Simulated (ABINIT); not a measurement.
AlN: single-point calculation

- system: AlN (4 atoms in the cell)
- method: Kohn-Sham DFT of a periodic cell, PBEsol, PseudoDojo NC SR PBEsol v0.4.1 standard, no spin polarisation (ABINIT 10.8.3)

The structure derives from an entry of the Crystallography Open Database.

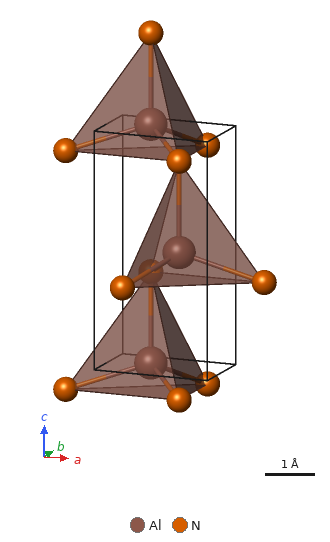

The structure (polyhedral view of the cell of the calculation, seen slightly off an axis; polyhedra are completed across the faces of the cell).

## Input
```
# Pseudopotentials
pp_dirpath "./"
pseudos "Al.upf, N.upf"

# Structure
acell 3.11315343 3.1131534221 4.9828925 Angstrom
rprim
     1.0000000000     0.0000000000     0.0000000000
    -0.4999999997     0.8660254040     0.0000000000
     0.0000000000     0.0000000000     1.0000000000
ntypat 2
znucl 13 7
natom 4
typat 1 1 2 2
xcart
    -0.0000000231     3.3965558959    -0.0092002922
     2.9415037159     1.6982779225     4.6989507746
    -0.0000000231     3.3965558959     3.5873951029
     2.9415037159     1.6982779225     8.2955461696
chkprim 0
chksymtnons 0
tolsym 1.0e-6

# Plane-wave basis
ecut 42.0

# k points
kptopt 1
ngkpt 8 8 4
nshiftk 1
shiftk 0.0 0.0 0.0

# Exchange and correlation
ixc -116133

# Bands and occupations
nband 12
occopt 3
tsmear 0.00183747

# SCF cycle
nstep 100
tolvrs 1.0e-10

# Output
iomode 3
prtwf 0
prtden 0
prteig 0
prtebands 0
enunit 2
```

Launch command:
```bash
abinit run.abi > log 2>&1
```

## The program's output
```
.Version 10.8.3 of ABINIT
 Symmetries : space group P6_3 m c (#186); Bravais hP (primitive hexag.)
================================================================================
 Values of the parameters that define the memory need of the present run
     intxc =       0    ionmov =       0      iscf =       7    lmnmax =       6
     lnmax =       6     mgfft =      60  mpssoang =       3    mqgrid =    3001
     natom =       4  nloc_mem =       1    nspden =       1   nspinor =       1
    nsppol =       1      nsym =      12    n1xccc =    2501    ntypat =       2
    occopt =       3   xclevel =       2
       mpw =        3694          nfft =       77760          nkpt =          30
================================================================================
================================================================================

--------------------------------------------------------------------------------
------------- Echo of variables that govern the present computation ------------
--------------------------------------------------------------------------------
 -outvars: echo values of preprocessed input variables --------
            acell      5.8830073706E+00  5.8830073557E+00  9.4163021398E+00 Bohr
              amu      2.69815390E+01  1.40067400E+01
          chkprim           0
      chksymtnons           0
             ecut      4.20000000E+01 Hartree
           enunit           2
              ixc     -116133
         kptrlatt        8    0    0      0    8    0      0    0    4
          kptrlen      3.76652086E+01
            natom           4
            nband          12
            ngfft          36      36      60
             nkpt          30
            nstep         100
             nsym          12
           ntypat           2
           occopt           3
           prtden           0
        prtebands           0
           prteig           0
            prtwf           0
            rprim      1.0000000000E+00  0.0000000000E+00  0.0000000000E+00
                      -4.9999999970E-01  8.6602540400E-01  0.0000000000E+00
                       0.0000000000E+00  0.0000000000E+00  1.0000000000E+00
          spgroup         186
           tolsym      1.00000000E-06
           tolvrs      1.00000000E-10
           tsmear      1.83747000E-03 Hartree
            typat      1  1  2  2
           xangst      2.7943803650E-09  1.7973799658E+00 -4.8685866136E-03
                       1.5565767162E+00  8.9868998242E-01  2.4865776634E+00
                       2.7943803650E-09  1.7973799658E+00  1.8983677320E+00
                       1.5565767162E+00  8.9868998242E-01  4.3898139820E+00
            xcart      5.2806135815E-09  3.3965558795E+00 -9.2002953200E-03
                       2.9415036875E+00  1.6982779389E+00  4.6989507746E+00
                       5.2806135815E-09  3.3965558795E+00  3.5873950997E+00
                       2.9415036875E+00  1.6982779389E+00  8.2955461697E+00
             xred      3.3333333301E-01  6.6666666632E-01 -9.7706033466E-04
                       6.6666666634E-01  3.3333333298E-01  4.9902293967E-01
                       3.3333333301E-01  6.6666666632E-01  3.8097705941E-01
                       6.6666666634E-01  3.3333333298E-01  8.8097705941E-01
            znucl       13.00000    7.00000

================================================================================

 chkinp: Checking input parameters for consistency.

================================================================================
== DATASET  1 ==================================================================

--- !DatasetInfo
iteration_state: {dtset: 1, }
dimensions: {natom: 4, nkpt: 30, mband: 12, nsppol: 1, nspinor: 1, nspden: 1, mpw: 3694, }
cutoff_energies: {ecut:  42.0, pawecutdg:  -1.0, }
electrons: {nelect:   1.60000000E+01, charge:   0.00000000E+00, occopt:   3.00000000E+00, tsmear:   1.83747000E-03, }
meta: {optdriver: 0, ionmov: 0, optcell: 0, iscf: 7, paral_kgb: 0, }
...

 Real(R)+Recip(G) space primitive vectors, cartesian coordinates (Bohr,Bohr^-1):
 R(1)=  5.8830074  0.0000000  0.0000000  G(1)=  0.1699811  0.0981386  0.0000000
 R(2)= -2.9415037  5.0948338  0.0000000  G(2)=  0.0000000  0.1962773  0.0000000
 R(3)=  0.0000000  0.0000000  9.4163021  G(3)=  0.0000000  0.0000000  0.1061988
 Unit cell volume ucvol=  2.8223431E+02 bohr^3
 Angles (23,13,12)=  9.00000000E+01  9.00000000E+01  1.20000000E+02 degrees

 getcut: wavevector=  0.0000  0.0000  0.0000  ngfft=  36  36  60
         ecut(hartree)=     42.000   => boxcut(ratio)=   2.09755

--- Pseudopotential description ------------------------------------------------
- pspini: atom type   1  psp file is ./Al.upf
12 -116133 2 -1 1876                          pspcod,pspxc,lmax,lloc,mmax
     nproj     2     2     2

- pspini: atom type   2  psp file is ./N.upf
12 -116133 1 -1 1058                          pspcod,pspxc,lmax,lloc,mmax
     nproj     2     2     0

   1.90405685E+02                                ecore*ucvol(ha*bohr**3)
--------------------------------------------------------------------------------

================================================================================

--- !BeginCycle
iteration_state: {dtset: 1, }
solver: {iscf: 7, nstep: 100, nline: 4, wfoptalg: 0, }
tolerances: {tolvrs: 1.00E-10, }
...

     iter   Etot(hartree)      deltaE(h)  residm     vres2
 ETOT  1  -25.217054962486    -2.522E+01 7.207E-02 1.187E+03
 ETOT  2  -25.292248537082    -7.519E-02 3.090E-02 9.291E+02
 ETOT  3  -25.529238719872    -2.370E-01 1.602E-02 1.927E+00
 ETOT  4  -25.529903584907    -6.649E-04 7.263E-03 2.143E-02
 ETOT  5  -25.529906345369    -2.760E-06 2.414E-03 1.511E-03
 ETOT  6  -25.529906451594    -1.062E-07 4.053E-03 9.042E-05
 ETOT  7  -25.529906476283    -2.469E-08 1.764E-03 5.798E-06
 ETOT  8  -25.529906477773    -1.490E-09 3.494E-03 1.108E-08
 ETOT  9  -25.529906477775    -2.178E-12 6.946E-04 1.398E-09
 ETOT 10  -25.529906477776    -6.928E-13 1.235E-03 9.015E-12

 At SCF step   10       vres2   =  9.02E-12 < tolvrs=  1.00E-10 =>converged.

 Cartesian components of stress tensor (hartree/bohr^3)
  sigma(1 1)=  2.61817314E-07  sigma(3 2)=  0.00000000E+00
  sigma(2 2)=  2.61828257E-07  sigma(3 1)=  0.00000000E+00
  sigma(3 3)=  4.26033517E-07  sigma(2 1)= -4.33059558E-12

--- !ResultsGS
iteration_state: {dtset: 1, }
comment   : Summary of ground state results
lattice_vectors:
- [  5.8830074,   0.0000000,   0.0000000, ]
- [ -2.9415037,   5.0948338,   0.0000000, ]
- [  0.0000000,   0.0000000,   9.4163021, ]
lattice_lengths: [   5.88301,    5.88301,    9.41630, ]
lattice_angles: [ 90.000,  90.000, 120.000, ] # degrees, (23, 13, 12)
lattice_volume:   2.8223431E+02
convergence: {deltae: -6.928E-13, res2:  9.015E-12, residm:  1.235E-03, diffor: null, }
etotal    :  -2.55299065E+01
entropy   :   0.00000000E+00
fermie    :   2.74680709E-01
cartesian_stress_tensor: # hartree/bohr^3
- [  2.61817314E-07,  -4.33059558E-12,   0.00000000E+00, ]
- [ -4.33059558E-12,   2.61828257E-07,   0.00000000E+00, ]
- [  0.00000000E+00,   0.00000000E+00,   4.26033517E-07, ]
pressure_GPa:  -9.3135E-03
xred      :
- [  3.3333E-01,   6.6667E-01,  -9.7706E-04, Al]
- [  6.6667E-01,   3.3333E-01,   4.9902E-01, Al]
- [  3.3333E-01,   6.6667E-01,   3.8098E-01,  N]
- [  6.6667E-01,   3.3333E-01,   8.8098E-01,  N]
cartesian_forces: # hartree/bohr
- [  1.46463606E-27,  -2.28314166E-26,   6.52261203E-06, ]
- [ -4.39390817E-27,   8.45608031E-28,   6.52261203E-06, ]
- [  1.31817245E-26,   1.77577685E-26,  -6.52261203E-06, ]
- [ -1.02524524E-26,   4.22804013E-27,  -6.52261203E-06, ]
force_length_stats: {min:   6.52261203E-06, max:   6.52261203E-06, mean:   6.52261203E-06, }
...

 Integrated electronic density in atomic spheres:
 ------------------------------------------------
 Atom  Sphere_radius  Integrated_density
    1        2.00000          1.10270187
    2        2.00000          1.10270187
    3        2.00000          5.35904160
    4        2.00000          5.35904160
================================================================================

 ----iterations are completed or convergence reached----

 Mean square residual over all n,k,spin=   53.531E-07; max=  12.355E-04
 reduced coordinates (array xred) for    4 atoms
       0.333333333011      0.666666666318     -0.000977060335
       0.666666666344      0.333333332984      0.499022939665
       0.333333333011      0.666666666318      0.380977059408
       0.666666666344      0.333333332984      0.880977059408
 rms dE/dt=  3.5460E-05; max dE/dt=  6.1256E-05; dE/dt below (all hartree)
    1      -0.000000000000      0.000000000000     -0.000061581538
    2      -0.000000000000     -0.000000000000     -0.000061581538
    3      -0.000000000000     -0.000000000000      0.000061256234
    4       0.000000000000     -0.000000000000      0.000061256234

 cartesian coordinates (angstrom) at end:
    1      0.00000000279438     1.79737996578443    -0.00486858661360
    2      1.55657671616640     0.89868998242172     2.48657766338640
    3      0.00000000279438     1.79737996578443     1.89836773199435
    4      1.55657671616640     0.89868998242172     4.38981398199435

 cartesian forces (hartree/bohr) at end:
    1      0.00000000000000    -0.00000000000000     0.00000652261203
    2     -0.00000000000000     0.00000000000000     0.00000652261203
    3      0.00000000000000     0.00000000000000    -0.00000652261203
    4     -0.00000000000000     0.00000000000000    -0.00000652261203
 frms,max,avg= 3.7658318E-06 6.5226120E-06   0.000E+00  0.000E+00  1.727E-08 h/b

 cartesian forces (eV/Angstrom) at end:
    1      0.00000000000000    -0.00000000000000     0.00033540619637
    2     -0.00000000000000     0.00000000000000     0.00033540619637
    3      0.00000000000000     0.00000000000000    -0.00033540619637
    4     -0.00000000000000     0.00000000000000    -0.00033540619637
 frms,max,avg= 1.9364686E-04 3.3540620E-04   0.000E+00  0.000E+00  8.882E-07 e/A
 length scales=  5.883007370630  5.883007355702  9.416302139840 bohr
              =  3.113153430000  3.113153422100  4.982892500000 angstroms
 Fermi (or HOMO) energy (hartree) =   0.27468   Average Vxc (hartree)=  -0.39978
 Eigenvalues (hartree) for nkpt=  30  k points:
 kpt#   1, nband= 12, wtk=  0.00391, kpt=  0.0000  0.0000  0.0000 (reduced coord)
  -0.34064   -0.26036   -0.00635    0.18412    0.18412    0.20822    0.20822    0.21640
   0.36722    0.45694    0.60285    0.62183
      occupation numbers for kpt#   1
   2.00000    2.00000    2.00000    2.00000    2.00000    2.00000    2.00000    2.00000
   0.00000    0.00000    0.00000    0.00000
 prteigrs : prtvol=0 or 1, do not print more k-points.

 Fermi (or HOMO) energy (eV) =   7.47444   Average Vxc (eV)= -10.87858
 Eigenvalues (   eV  ) for nkpt=  30  k points:
 kpt#   1, nband= 12, wtk=  0.00391, kpt=  0.0000  0.0000  0.0000 (reduced coord)
  -9.26941   -7.08475   -0.17274    5.01014    5.01014    5.66586    5.66586    5.88863
   9.99264   12.43388   16.40442   16.92073
 prteigrs : prtvol=0 or 1, do not print more k-points.

--- !EnergyTerms
iteration_state     : {dtset: 1, }
comment             : Components of total free energy in Hartree
kinetic             :  1.63007829394109E+01
hartree             :  5.61256560248811E+00
xc                  : -8.41107457567163E+00
Ewald energy        : -2.17400132517449E+01
psp_core            :  6.74636930282164E-01
local_psp           : -1.66618443048180E+01
non_local_psp       : -1.30495981772248E+00
internal            : -2.55299064777759E+01
'-kT*entropy'       :  1.25294870812291E-15
total_energy        : -2.55299064777759E+01
total_energy_eV     : -6.94704145990532E+02
band_energy         :  3.68479733415303E-01
...

 Cartesian components of stress tensor (hartree/bohr^3)
  sigma(1 1)=  2.61817314E-07  sigma(3 2)=  0.00000000E+00
  sigma(2 2)=  2.61828257E-07  sigma(3 1)=  0.00000000E+00
  sigma(3 3)=  4.26033517E-07  sigma(2 1)= -4.33059558E-12

-Cartesian components of stress tensor (GPa)         [Pressure= -9.3135E-03 GPa]
- sigma(1 1)=  7.70293133E-03  sigma(3 2)=  0.00000000E+00
- sigma(2 2)=  7.70325328E-03  sigma(3 1)=  0.00000000E+00
- sigma(3 3)=  1.25343388E-02  sigma(2 1)= -1.27410521E-07

== END DATASET(S) ==============================================================
================================================================================

 -outvars: echo values of variables after computation  --------
            acell      5.8830073706E+00  5.8830073557E+00  9.4163021398E+00 Bohr
           etotal     -2.5529906478E+01
            fcart      1.4646360562E-27 -2.2831416631E-26  6.5226120341E-06
                      -4.3939081687E-27  8.4560803122E-28  6.5226120341E-06
                       1.3181724506E-26  1.7757768465E-26 -6.5226120341E-06
                      -1.0252452394E-26  4.2280401349E-27 -6.5226120341E-06
            rprim      1.0000000000E+00  0.0000000000E+00  0.0000000000E+00
                      -4.9999999970E-01  8.6602540400E-01  0.0000000000E+00
                       0.0000000000E+00  0.0000000000E+00  1.0000000000E+00
           strten      2.6181731430E-07  2.6182825711E-07  4.2603351691E-07
                       0.0000000000E+00  0.0000000000E+00 -4.3305955758E-12
           xangst      2.7943803650E-09  1.7973799658E+00 -4.8685866136E-03
                       1.5565767162E+00  8.9868998242E-01  2.4865776634E+00
                       2.7943803650E-09  1.7973799658E+00  1.8983677320E+00
                       1.5565767162E+00  8.9868998242E-01  4.3898139820E+00
             xred      3.3333333301E-01  6.6666666632E-01 -9.7706033466E-04
                       6.6666666634E-01  3.3333333298E-01  4.9902293967E-01
                       3.3333333301E-01  6.6666666632E-01  3.8097705941E-01
                       6.6666666634E-01  3.3333333298E-01  8.8097705941E-01
 Calculation completed.
```

## Results in brief

| quantity | value |
| --- | --- |
| outcome | converged |
| space group (tolerance 0.01 Å) | P6₃mc (186) |
| electrons treated | 16 |
| free energy | −694.7041 eV |
| Fermi energy | 7.474 eV |
| gap on the k-point mesh | 4.10 eV |
| pressure | −0.01 GPa |
| largest force (length of the vector) | under 0.001 eV/Å |
| hardware | 1 thread of Intel Xeon @ 2.50GHz (Skylake/Cascade Lake), 192 GiB of memory available, shared host |
| wall time | 63 s |
| peak memory | 0.09 GiB |
